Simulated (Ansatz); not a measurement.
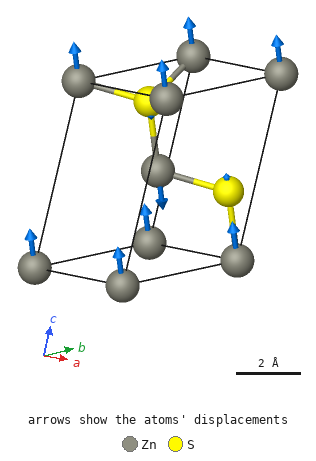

Normal modes of crystalline ZnS, at the zone centre of a doubled cell. The levels lie at 72 (×2), 197, 273 (×3), 289 (×2), 338 cm⁻¹. One mode is drawn. The blue arrows give the relative displacements of the atoms. A ball-and-stick model of the cell of the calculation, seen from a free direction.

The calculation used DFT r2SCAN, scalar-relativistic, plane waves, PAW (Ansatz). (plane-wave cutoff 500 eV; k-point mesh 6 × 6 × 8; occupations gaussian; smearing width 0.05 eV; no spin polarisation)

Frequencies are those without the non-analytic (LO–TO) term.

Which of these frequencies is the drawn mode's?

The level at 197 cm⁻¹. This is a non-degenerate mode, level 2 of 5, counted from below (the three translations aside). All motion is along [1 1 −3] of the drawn cell; atoms of one kind move against one another, with no net shift of any sublattice; the kinetic energy is shared as Zn 97 %, S 3 %. It changes sign from one half of the doubled cell to the other: it belongs to the zone boundary, q = (0, 0, 1/2) in the reciprocal vectors of the undoubled cell.
